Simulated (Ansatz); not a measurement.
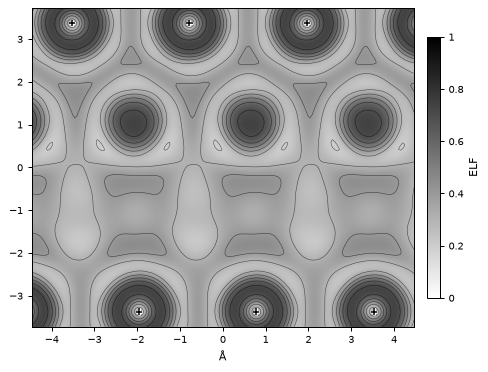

The electron localisation function on a plane through atoms (crosses mark nuclei in the plane).

The calculation used DFT, PBEsol, PAW with Ansatz's default frozen-core files, scalar-relativistic (Ansatz).

Candidates:
A. BaTe, a = 4.82 Å, b = 4.82 Å, c = 6.96 Å, α = 90.00°, β = 90.00°, γ = 90.00°. Space group I4/mmm; changed on purpose from its base cell (zz strain of +2 %, PAW files).
B. Re, a = 2.74 Å, b = 2.77 Å, c = 6.84 Å, α = 79.60°, β = 80.06°, γ = 60.86°. Space group P-1; a structure from a database of computed crystals, not necessarily the ambient phase; changed on purpose from its base cell (equal xy, yz and zx shear strains of -2 %, PAW files); computed pressure about −6 GPa in this cell; computed without spin polarisation.
C. Ru, a = 2.73 Å, b = 2.73 Å, c = 4.28 Å, α = 90.00°, β = 90.00°, γ = 120.00°. Space group P6₃/mmc; changed on purpose from its base cell (equal xx and yy strain of +1 %, PAW files); computed pressure about −12 GPa in this cell; computed without spin polarisation.

**Which system is this?**

Candidate B: Re on the (010) plane of the conventional cell, which holds Re. Re–Re (2.74 Å): the ELF is about 0.40 at the midpoint.
